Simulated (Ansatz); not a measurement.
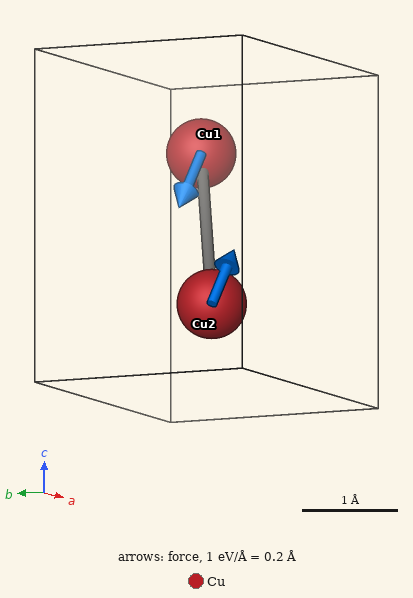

Starting geometry of solid Cu (a generated structure, set up in P2_1/m) (coarse preliminary run) with the computed forces as blue arrows. The picture is a ball-and-stick view of the cell of the calculation, seen from a free direction.

Method: DFT PBE, scalar-relativistic, plane waves, PAW in Ansatz 0.2.0.

Input file:
```yaml
crystal:
  lattice:
    - [2.5253148, 0.0, 0.0]
    - [0.0, 2.65694245, 0.0]
    - [-0.31272322, 0.0, 3.50927902]
  atoms:
    - { symbol: Cu, position: [0.84371479, 0.75, 0.7779575] }
    - { symbol: Cu, position: [0.15628521, 0.25, 0.2220425] }
basis:
  ecutwfc: 420
kpoints:
  mp_grid: { grid: [6, 6, 6] }
hamiltonian:
  xc: pbe
scf:
  occupations: { method: gaussian, width: 0.1 }
  lower_state_search: "off"
output:
  forces: true
  stress: true
  eigenvalues: true
relax:
  adjacent_minimum: "off"
  f_tol: 0.04
  max_steps: 70
  cell: { stress_tol: 0.4 }
```

Run as
```bash
ansatz run input.yaml --threads 1 --pin off --max-ram 2560MiB --backend cpu --events-out ev --progress --plain --runs-dir out
```

> Is this structure relaxed? If not, where do the atoms go?

It isn't relaxed: the largest force vector, on Cu atoms, is 3.73 eV/Å. The final displacements follow the starting forces only in part (cosine between the two patterns 0.82). The largest moves relative to the cell, 0.26 Å, are those of Cu1 and Cu2. Cu1 goes along [−3 0 −1]. The volume changes by +1.8 %, with a 2.525 → 2.537 Å (+0.5 %), b 2.657 → 2.541 Å (−4.4 %), c 3.523 → 3.718 Å (+5.5 %), β 95.1° → 90.0°. Among the contacts that change: Cu1–Cu2 2.149 → 2.584 Å, Cu1–Cu2 (another image) 2.830 → 2.584 Å, Cu1–Cu2 (another image) 2.776 → 2.585 Å, Cu1–Cu1 2.657 → 2.541 Å. The space group (tolerance 0.01 Å) goes from P2_1/m (No. 11) to I4/mmm (No. 139). After 5 accepted moves (7 points after the start) the energy has fallen by 384 meV per atom. Largest force component: 3.3 eV/Å at the start, under 0.0001 eV/Å at the end. Pressure: 18.38 GPa at the start and 0.16 GPa at the end. The line search rejected the trial step at point 4 of the run. The SCF was repeated once at an unchanged geometry on a basis and grid sized afresh for the cell, which shifted the energy by 0.3 meV per atom at most. Cost: 18 s on 1 thread of Arm Neoverse V2, on a shared host, peak memory 0.32 GiB.

Limits of the set-up: the k-point mesh is coarse for a cell with partly filled bands.
